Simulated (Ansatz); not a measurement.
System: TaN.

The calculation's input:

```
crystal:
  lattice:
    - [3.1518925591, 0.0, 0.0]
    - [-1.5759462796, 2.7296190262, 0.0]
    - [0.0, 0.0, 6.1049970105]
  atoms:
    - { symbol: Ta, position: [0.3333333333, 0.6666666667, 0.0305473924] }
    - { symbol: Ta, position: [0.6666666667, 0.3333333333, 0.5305473924] }
    - { symbol: "N", position: [0.3333333333, 0.6666666667, 0.3544526076] }
    - { symbol: "N", position: [0.6666666667, 0.3333333333, 0.8544526076] }
basis:
  ecutwfc: 420
kpoints:
  mp_grid: { grid: [18, 18, 8] }
  band_path:
    path:
      - [[0.0, 0.0, 0.0], [0.5, 0.0, 0.0], [0.33333333, 0.33333333, 0.0], [0.0, 0.0, 0.0], [0.0, 0.0, 0.5], [0.5, 0.0, 0.5], [0.33333333, 0.33333333, 0.5], [0.0, 0.0, 0.5]]
      - [[0.5, 0.0, 0.5], [0.5, 0.0, 0.0]]
      - [[0.33333333, 0.33333333, 0.5], [0.33333333, 0.33333333, 0.0]]
    npoints: 14
hamiltonian:
  xc: lda
scf:
  occupations: { method: gaussian, width: 0.1 }
  n_extra_bands: 10
output:
  forces: true
  stress: true
  eigenvalues: true
  populations: true
  dos: { projected: true, de: 0.02, nscf_kmesh: { grid: [27, 27, 12] } }
  bader: true
  write_density: true
  write_potential: true
  elf: true
  volumetric_format: npy
```

Launched as:

```sh
ansatz run input.yaml --threads 1 --pin off --max-ram 2560MiB --backend cpu --events-out ev --progress --plain --runs-dir out
```

Below, planes, directions and counts refer to the conventional cell (a = 3.15 Å, b = 3.15 Å, c = 6.10 Å, α = 90.00°, β = 90.00°, γ = 120.00°).

Space group P6₃mc; computed pressure about −12 GPa in this cell.

Computed with DFT LDA, scalar-relativistic, plane waves, PAW (Ansatz).

Question: Predict the valence pseudo-density and electron localisation function between the atoms.

Answer: Ta–N (1.98 Å): the density is about 1 e/Å³ at the midpoint; the ELF peaks at about 0.85 in the valence shell of N, 0.6 Å from its nucleus, and drops to about 0.30 between the two atoms.
Ta–N (2.11 Å): ρ at the midpoint is about 0.72 e/Å³; the ELF peaks at about 0.80 in the valence shell of N, 0.6 Å from its nucleus, and drops to about 0.25 between the two atoms: no localised pair shows between them.
The ELF has a maximum of about 0.75 in the space between the atoms, on no atom or two-centre bond.
Bader's partition of the density gives Ta +1.61 and N −1.61 e.

Question: Does the calculation give a band gap?

Answer: It is metallic or semimetallic at this level of theory: no gap opens; semilocal functionals without U, or without the true magnetic order, often close the gap of such compounds.

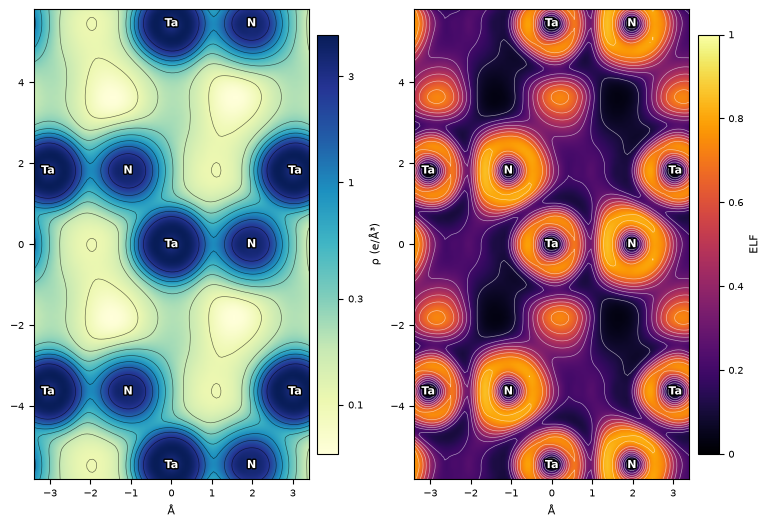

Computed valence pseudo-density and electron localisation function on the (110) plane of the conventional cell, in this order. 
